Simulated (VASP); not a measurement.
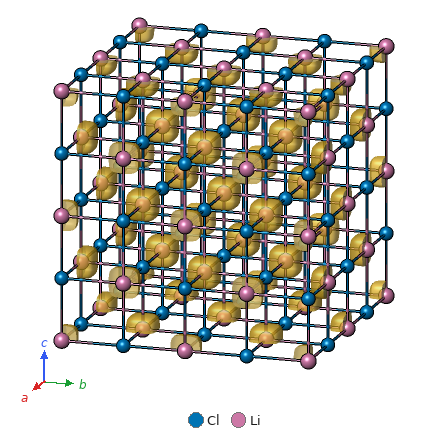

Bond-valence mismatch map for Li+ in LiCl (Fm-3m): the yellow surface encloses the points where |V − 1| < 0.5 v.u. (2×2×2 cells, view slightly off an axis). Pale faces close the region where the drawn box cuts it.

At each point the valence sum V of a Li+ ion is computed from the anions within 5 Å (s = exp((R0 − d)/b), R0 fitted to published crystal structures with b = 0.37 Å; R0: Li+–Cl 1.904 Å). The other Li+ ions are ignored. This is an empirical screen for pathways, not an energy calculation.

The cell is taken from an entry of the Crystallography Open Database, as set up for an electronic-structure calculation.

```
Cl Li
1.0
     5.12954    0.00000    0.00000
     0.00000    5.12954    0.00000
     0.00000    0.00000    5.12954
Cl Li
4 4
Direct
  0.50000 0.00000 0.00000
  0.50000 0.50000 0.50000
  0.00000 0.00000 0.50000
  0.00000 0.50000 0.00000
  0.00000 0.00000 0.00000
  0.00000 0.50000 0.50000
  0.50000 0.00000 0.50000
  0.50000 0.50000 0.00000
```

**How are the low-mismatch regions connected (counting the regions that come within 0.6 Å of a Li site)?**

No path at this level: the regions are isolated pockets that do not connect across cells.

**At which mismatch do paths open?**

No path opens below 0.7 v.u. These are grid estimates, good to about 0.1 v.u.

**What is the valence sum at the Li sites themselves?**

1.01 v.u., against the formal 1.
